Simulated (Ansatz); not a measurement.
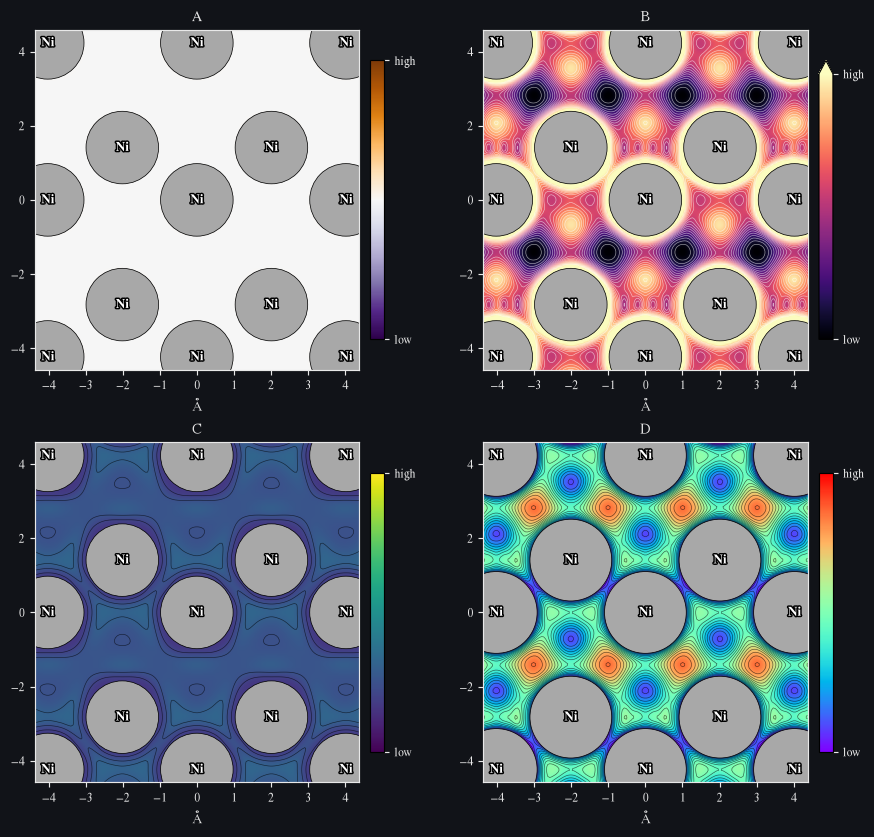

Ni: 4 fields on the (110) plane of the conventional cell, with unlabelled colour scales. Grey discs cover the atomic cores.

Space group P6₃/mmc; a generated structure, not necessarily the stable one; spin-polarised.

Method: DFT PBEsol, scalar-relativistic, plane waves, PAW in Ansatz 0.2.0.

The panels show electron localisation function, electrostatic potential energy of an electron, spin density and valence pseudo-density in some order. Assign them.

Answer. Panel A: spin density (confined to the magnetic sites and close to zero elsewhere). Panel B: valence pseudo-density. Panel C: electron localisation function. Panel D: electrostatic potential energy of an electron (low next to the atoms, rising into the space between them). From the grid: Ni–Ni (2.46 Å): ρ at the midpoint is about 0.34 e/Å³; the ELF is about 0.25 at the midpoint: no localised pair shows between them.
